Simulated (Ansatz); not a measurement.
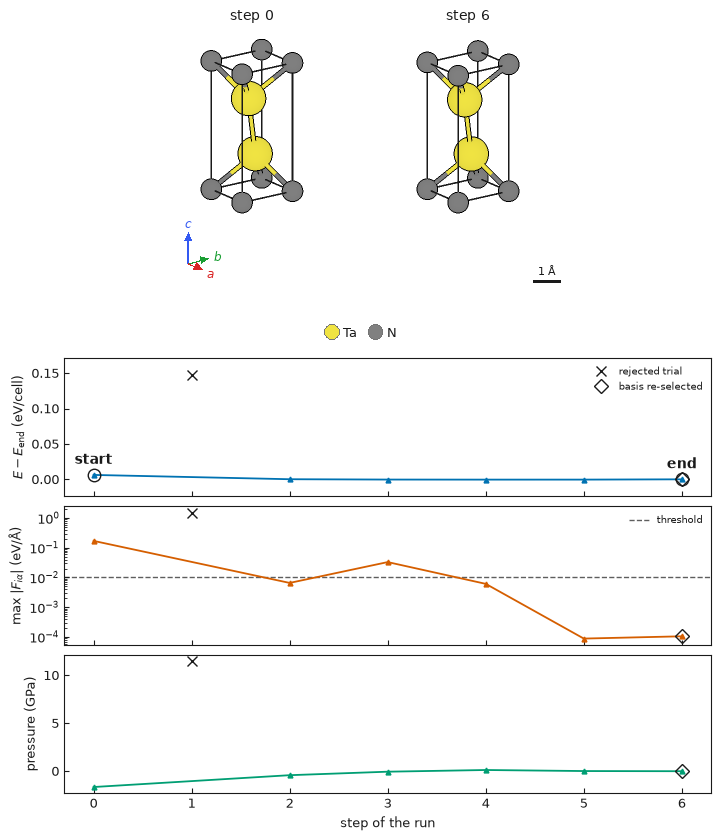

First and last geometry of a relaxation of solid Ta₂N (a generated structure, set up in P-3m1), with the history of the run. A ball-and-stick model of the cell of the calculation, seen slightly off an axis.

Case: C → N on all its sites, cell and atoms relaxed.

Level of theory: DFT PBEsol, scalar-relativistic, plane waves, PAW in Ansatz. (plane-wave cutoff 420 eV; k-point mesh 18 × 18 × 10; occupations gaussian; smearing width 0.1 eV; no spin polarisation; cell and atoms relaxed; force threshold 0.01 eV/Å; at most 60 steps)

> What do the curves and the structures tell?

It converged. Over 4 accepted moves (6 points after the start) the energy falls by 6.2 meV per cell of the calculation. Largest force component: 0.17 eV/Å at the start, 0.00011 eV/Å at the end. The pressure goes from −1.67 to −0.02 GPa. The line search rejected the trial step at point 1 of the run. At 1 point the geometry stayed and the basis and grid were re-selected for the new cell (energy shift of 0.4 meV per cell of the calculation at most each time). The largest moves relative to the cell, 0.004 Å, are those of Ta atoms. N stays in place. The volume changes by −0.6 %, with a = b 3.070 → 3.078 Å (+0.3 %), c 4.881 → 4.825 Å (−1.2 %). Near-neighbour distances that change, for instance: Ta–Ta 2.994 → 2.967 Å, Ta–Ta 3.039 → 3.026 Å, Ta–Ta 3.070 → 3.078 Å. The space group stays P-3m1 (No. 164).

| step | E − E(0), meV/atom | largest force component, eV/Å | pressure, GPa | volume, Å³/atom | note |
| --- | --- | --- | --- | --- | --- |
| 0 | 0.00 | 0.1703 | -1.67 | 13.280 |  |
| 1 | 47.24 | 1.5347 | 11.49 | 12.685 | rejected |
| 2 | -2.02 | 0.0066 | -0.43 | 13.211 |  |
| 3 | -2.18 | 0.0330 | -0.07 | 13.195 |  |
| 4 | -2.21 | 0.0061 | 0.11 | 13.192 |  |
| 5 | -2.21 | 0.0001 | 0.00 | 13.197 |  |
| 6 | -2.07 | 0.0001 | -0.02 | 13.197 | same geometry, new basis |
